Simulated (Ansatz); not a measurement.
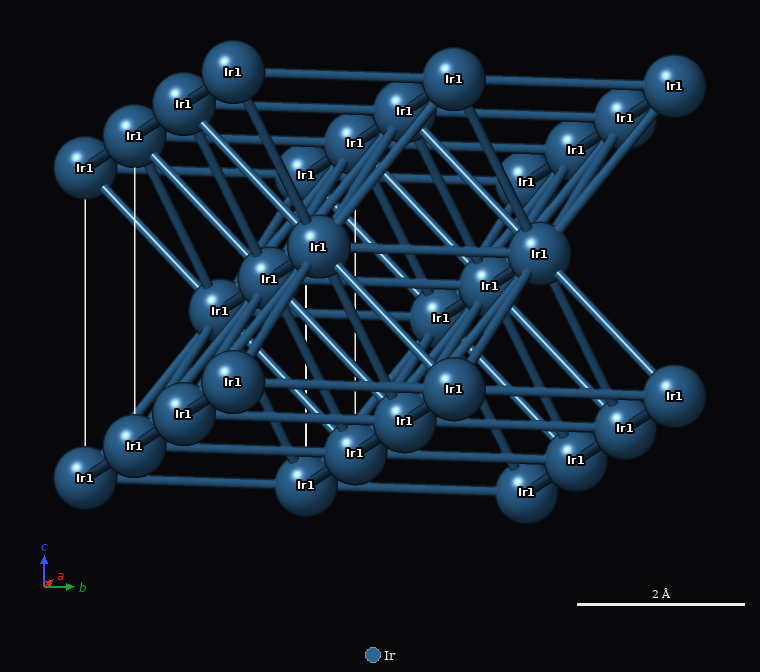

Figure 1. The input geometry of run A (ball-and-stick view of the cell 2 times as large as that of the calculation, set on its symmetry axes, repeated 3 × 2 × 1, seen at an oblique angle; atoms are numbered from 1 in the order of the input). An atom can appear more than once, as a periodic image. Near neighbours in the periodic cell (some may lie outside the picture): Ir has 12 Ir at 2.69 to 2.71 Å.

## What a change does: single-point calculation on Ir

System: Ir (I4/mmm, 1 atom in the cell).
Method of run A: DFT r2SCAN, scalar-relativistic, plane waves, PAW, no spin polarisation (Ansatz 0.2.0).

The structure derives from an entry of the Crystallography Open Database. Text and figures count atoms from 1; the logs count them from 0 in places.

The input, run A:
```yaml
crystal:
  lattice:
    - [0.0, 1.881306, 1.9197]
    - [1.9197, 0.0, 1.9197]
    - [1.9197, 1.881306, 0.0]
  atoms:
    - { symbol: Ir, position: [0.0, 0.0, 0.0] }
basis:
  ecutwfc: 500
kpoints:
  mp_grid: { grid: [22, 22, 22] }
hamiltonian:
  xc: r2scan
scf:
  occupations: { method: gaussian, width: 0.15 }
output:
  forces: true
  stress: true
  eigenvalues: true
```

Command:
```bash
ansatz run input.yaml --threads 1 --pin off --max-ram 2560MiB --backend cpu --events-out ev --progress --plain --runs-dir out
```

Hardware: 1 thread of Intel Xeon @ 2.50GHz (Skylake/Cascade Lake), 192 GiB of memory available, shared host.

Output, shortened to warnings, some set-up lines, iterations and results (run A):
```
Basis set: ecut = 500 eV, 339 PW (Γ), exchange–correlation on 80×80×80 points (64 copies of the dense FFT grid, shifted against one another)
Symmetry: 16 space group operations
k-points: 834 of 10648
Initial density: superposition of atomic densities (neutral atoms: chi_scale 0, normalization atom), corrected by the library's trained network
[...]
SCF iter   1: F=—  HF=-11948.681440 eV  |F-HF|=—  |Δ(HF+E_count)|=         —  Δρ=1.12e-2  dr2=8.00e-3  dr2_τ=4.09e-2  ethr=1.77e-3  ⟨swp⟩=5.0  Hψ=61393  notcnv=0
SCF iter   2: F=—  HF=-11948.709666 eV  |F-HF|=—  |Δ(HF+E_count)|=   2.82e-2  Δρ=5.19e-3  dr2=8.74e-4  dr2_τ=4.53e-4  ethr=4.70e-5  ⟨swp⟩=2.0  Hψ=23914  notcnv=0  defer=241
SCF iter   3: F=—  HF=-11948.710308 eV  |F-HF|=—  |Δ(HF+E_count)|=   6.42e-4  Δρ=1.60e-3  dr2=7.79e-5  dr2_τ=2.54e-5  ethr=5.14e-6  ⟨swp⟩=2.0  Hψ=13869  notcnv=0  defer=241
SCF iter   4: F=—  HF=-11948.710381 eV  |F-HF|=—  |Δ(HF+E_count)|=   7.32e-5  Δρ=1.28e-4  dr2=7.98e-7  dr2_τ=1.00e-7  ethr=4.58e-7  ⟨swp⟩=2.4  Hψ=15602  notcnv=0  defer=241
SCF iter   5: F=-11948.710382 eV  HF=-11948.710382 eV  |F-HF|=9.46e-9  |Δ(HF+E_count)|=   7.61e-7  Δρ=3.22e-5  dr2=8.88e-8  dr2_τ=1.32e-8  ethr=4.69e-9  ⟨swp⟩=2.1  Hψ=16127  …
SCF iter   6: F=-11948.710382 eV  HF=-11948.710382 eV  |F-HF|=1.36e-10  |Δ(HF+E_count)|=   2.23e-8  Δρ=9.46e-6  dr2=8.27e-9  dr2_τ=7.28e-10  ethr=5.22e-10  ⟨swp⟩=3.4  …
SCF 1 converged in 6 iterations: F = -11948.710382 eV  dr2 = 8.27e-9
SCF converged after 6 iterations
Free energy (F): -11948.710382 eV
Harris-Foulkes:  -11948.710382 eV  (|F-HF|=1.36e-10)
Internal energy: -11948.698917 eV  (E = F + TS)
E sigma→0 (E₀):  -11948.704649 eV
Entropy (-TS):   -0.011465 eV (-11.465 meV/atom)
Fermi energy:    26.208758 eV
--- Per-component energies (eV) ---
  E_band       = -91.116650
  E_kinetic    = 624.679359
  E_local      = -1043.137901  (includes V_loc(G=0)·N_el)
  E_nonlocal   = 74.017535
  E_hartree    = 403.332585
  E_xc         = -255.926129
  E_vxc        = -334.235266  (∫ρ·V_xc dr)
  E_paw        = -9249.822728  (= ΣΔE_a)
  E_vpaw       = -239.836484  (= ΣTr[D̂ρ^β])
  E_aug_tail   = -0.000011  (compensation charges beyond the density's cutoff)
  E_vtau       = 20.734022  (kinetic-family band-sum trace: ∫τ·v_τ [+ j·A + Jᵃ·Aᵃ] dr)
  E_ewald      = -2501.524733
  E_core_change = -0.316894  (= ΣΔE_core)
  E_smearing   = -0.011465  (= −TS)
  E_closure    = 0.000000  (closes the sum)
  Σ components = -11948.710382   (vs F -11948.710382, Δ=0.00e0)
--- Forces (eV/Å), atoms counted from 1 ---
  atom   1  Ir    -0.00000000    -0.00000000    -0.00000000
  max |Σ_I F_I| component: 9.86e-32 eV/Å
--- Stress (GPa, compression-positive) ---
        7.192598       0.000000       0.000000
        0.000000      15.181783      -0.000000
        0.000000      -0.000000       7.192598
  P = ⅓ Tr σ = 9.8557 GPa (98.557 kbar)
```

The input of run B differs as follows (lines with − go, lines with + come):
```diff
-    - [0.0, 1.881306, 1.9197]
+    - [0.0, 1.9484955, 1.9197]
-    - [1.9197, 1.881306, 0.0]
+    - [1.9197, 1.9484955, 0.0]
```

How does run B compare with run A?

With the same functional and potentials, run B lies 10.5 meV per atom lower. The pressure goes from 9.86 to −3.89 GPa. The volume per atom goes from 13.87 to 14.36 Å³. The number of SCF iterations is the same.

Output, shortened to warnings, some set-up lines, iterations and results (run B):
```
Basis set: ecut = 500 eV, 339 PW (Γ), exchange–correlation on 80×80×80 points (64 copies of the dense FFT grid, shifted against one another)
Symmetry: 16 space group operations
k-points: 834 of 10648
Initial density: superposition of atomic densities (neutral atoms: chi_scale 0, normalization atom), corrected by the library's trained network
[...]
SCF iter   1: F=—  HF=-11948.694580 eV  |F-HF|=—  |Δ(HF+E_count)|=         —  Δρ=1.10e-2  dr2=7.61e-3  dr2_τ=3.55e-2  ethr=1.77e-3  ⟨swp⟩=5.0  Hψ=61795  notcnv=0
SCF iter   2: F=—  HF=-11948.720110 eV  |F-HF|=—  |Δ(HF+E_count)|=   2.55e-2  Δρ=5.17e-3  dr2=8.40e-4  dr2_τ=4.43e-4  ethr=4.48e-5  ⟨swp⟩=2.0  Hψ=23873  notcnv=0  defer=172
SCF iter   3: F=—  HF=-11948.720805 eV  |F-HF|=—  |Δ(HF+E_count)|=   6.95e-4  Δρ=1.67e-3  dr2=8.41e-5  dr2_τ=2.79e-5  ethr=4.94e-6  ⟨swp⟩=2.1  Hψ=12417  notcnv=0  defer=172
SCF iter   4: F=—  HF=-11948.720890 eV  |F-HF|=—  |Δ(HF+E_count)|=   8.54e-5  Δρ=1.39e-4  dr2=1.09e-6  dr2_τ=1.11e-7  ethr=4.95e-7  ⟨swp⟩=2.2  Hψ=15021  notcnv=0  defer=172
SCF iter   5: F=—  HF=-11948.720891 eV  |F-HF|=—  |Δ(HF+E_count)|=   7.69e-7  Δρ=3.80e-5  dr2=1.20e-7  dr2_τ=1.80e-8  ethr=6.41e-9  ⟨swp⟩=2.1  Hψ=15940  notcnv=0  defer=172
SCF iter   6: F=-11948.720891 eV  HF=-11948.720891 eV  |F-HF|=5.28e-10  |Δ(HF+E_count)|=   4.18e-8  Δρ=1.21e-5  dr2=1.36e-8  dr2_τ=1.19e-9  ethr=5.88e-10  ⟨swp⟩=5.5  Hψ=39945 …
SCF 1 converged in 6 iterations: F = -11948.720891 eV  dr2 = 1.36e-8
SCF converged after 6 iterations
Free energy (F): -11948.720891 eV
Harris-Foulkes:  -11948.720891 eV  (|F-HF|=5.28e-10)
Internal energy: -11948.708749 eV  (E = F + TS)
E sigma→0 (E₀):  -11948.714820 eV
Entropy (-TS):   -0.012142 eV (-12.142 meV/atom)
Fermi energy:    25.069611 eV
--- Per-component energies (eV) ---
  E_band       = -107.681615
  E_kinetic    = 623.009985
  E_local      = -1083.492928  (includes V_loc(G=0)·N_el)
  E_nonlocal   = 73.901221
  E_hartree    = 415.571448
  E_xc         = -255.289527
  E_vxc        = -333.312017  (∫ρ·V_xc dr)
  E_paw        = -9249.652977  (= ΣΔE_a)
  E_vpaw       = -239.623899  (= ΣTr[D̂ρ^β])
  E_aug_tail   = -0.000013  (compensation charges beyond the density's cutoff)
  E_vtau       = 20.697030  (kinetic-family band-sum trace: ∫τ·v_τ [+ j·A + Jᵃ·Aᵃ] dr)
  E_ewald      = -2472.439065
  E_core_change = -0.316894  (= ΣΔE_core)
  E_smearing   = -0.012142  (= −TS)
  E_closure    = 0.000000  (closes the sum)
  Σ components = -11948.720891   (vs F -11948.720891, Δ=0.00e0)
--- Forces (eV/Å), atoms counted from 1 ---
  atom   1  Ir     0.00000000     0.00000000     0.00000000
  max |Σ_I F_I| component: 4.93e-32 eV/Å
--- Stress (GPa, compression-positive) ---
       -2.074400       0.000000       0.000000
        0.000000      -7.512735       0.000000
        0.000000      -0.000000      -2.074400
  P = ⅓ Tr σ = -3.8872 GPa (-38.872 kbar)
```

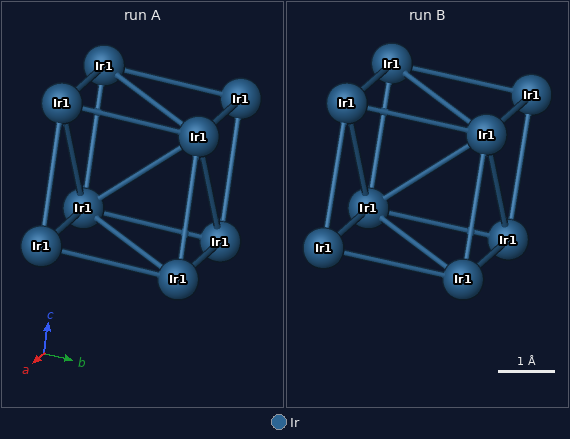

Figure 2. The two input geometries at one scale (ball-and-stick view of the reduced cell, seen slightly off an axis). The atoms keep their places relative to the cell (all moves are under 0.005 Å). Cell: a = b = c 2.688 → 2.735 Å (+1.8 %), α 91.2° → 89.1°, β 119.3° → 120.5°, γ 119.3° → 120.5°. Volume +3.6 %. Among the contacts that change: Ir1–Ir1 2.688 → 2.735 Å.

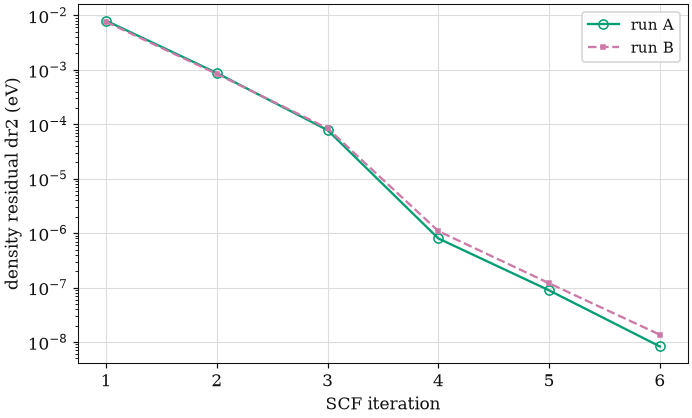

Figure 3. Convergence of the two runs: density residual dr2 against the SCF iteration. Run A takes 6 iterations in all, and run B takes 6.

The two runs side by side:

| quantity | run A | run B |
| --- | --- | --- |
| outcome | converged | converged |
| free energy per atom (eV) | −11948.7104 | −11948.7209 |
| energy per atom, smearing taken to zero (eV) | −11948.7046 | −11948.7148 |
| gap on the mesh (eV) | 0.00 | 0.00 |
| pressure (GPa) | 9.86 | −3.89 |
| volume per atom (Å³) | 13.87 | 14.36 |
| largest force (eV/Å) | 0.000 | 0.000 |
| SCF iterations | 6 | 6 |
| irreducible k-points | 834 | 834 |
| plane waves at Γ | 339 | 339 |
| wall time (shared host) | 22 s | 25 s |

For both runs: Spin–orbit coupling is left out, which matters for Ir.
